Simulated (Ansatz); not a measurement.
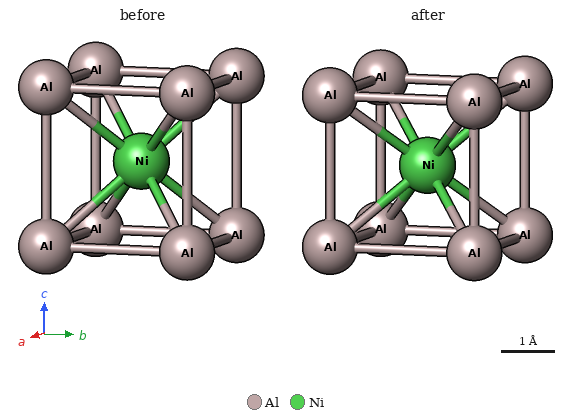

The structure of a crystal of AlNi (built on the database_65 type) before (left) and after (right) a relaxation, at one scale.

A ball-and-stick model of the cell of the calculation, seen slightly off an axis.

Case: structure listed in a database for this formula (Cmmm, No. 65).

These are results of DFT PBE, scalar-relativistic, plane waves, PAW (Ansatz), not measurements. Set-up: plane-wave cutoff 420 eV; k-point mesh 20 × 20 × 18; occupations gaussian; smearing width 0.1 eV; no spin polarisation; cell and atoms relaxed; force threshold 0.01 eV/Å; at most 80 steps.

**What changed between the two?**

The atoms keep their places relative to the cell (all moves are under 0.005 Å). Cell: a = b 2.826 → 2.894 Å (+2.4 %), c 3.037 → 2.890 Å (−4.8 %). Volume −0.2 %. Near-neighbour distances that change, for instance: Ni–Ni 3.037 → 2.890 Å, Al–Al 3.037 → 2.890 Å, Al–Al 2.826 → 2.894 Å, Ni–Ni 2.826 → 2.894 Å. The space group (tolerance 0.01 Å) goes from P4/mmm (No. 123) to Pm-3m (No. 221). The energy falls by 15.4 meV per cell of the calculation in 4 accepted moves (5 points after the start). All forces vanish by symmetry, so only the cell relaxes. Pressure: −0.05 GPa at the start and 0.02 GPa at the end. The SCF was repeated once at an unchanged geometry on a basis and grid sized afresh for the cell, which shifted the energy by 0.1 meV per cell of the calculation at most.
